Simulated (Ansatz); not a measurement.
System: Li.

```
Li
1.0
     3.48575    0.00000    0.00000
     0.00000    3.48575    0.00000
     0.00000    0.00000    3.48575
Li
2
Direct
  0.00000 0.00000 0.00000
  0.50000 0.50000 0.50000
```

Space group Im-3m.

All numbers below come from Ansatz, Kohn-Sham DFT of a periodic cell, HISS, Ansatz PAW.

Predict the valence pseudo-density and electron localisation function between the atoms.

Li–Li (3.02 Å): the density is about 0.05 e/Å³ at the midpoint; the ELF reaches about 0.50 near the midpoint.

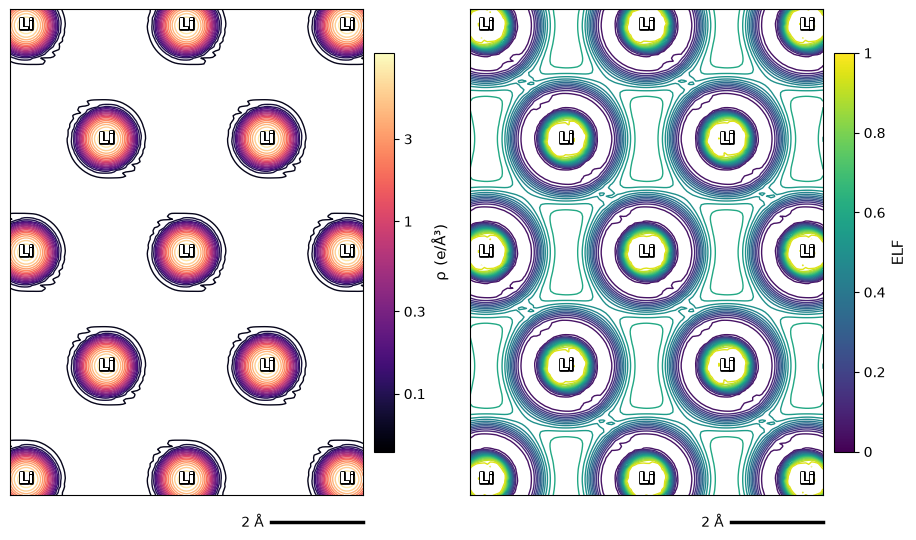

Computed valence pseudo-density and electron localisation function on the (101̄) plane of the conventional cell, in this order. 

Core electrons are frozen (PAW), and the valence fields are smoothed inside the atomic spheres.
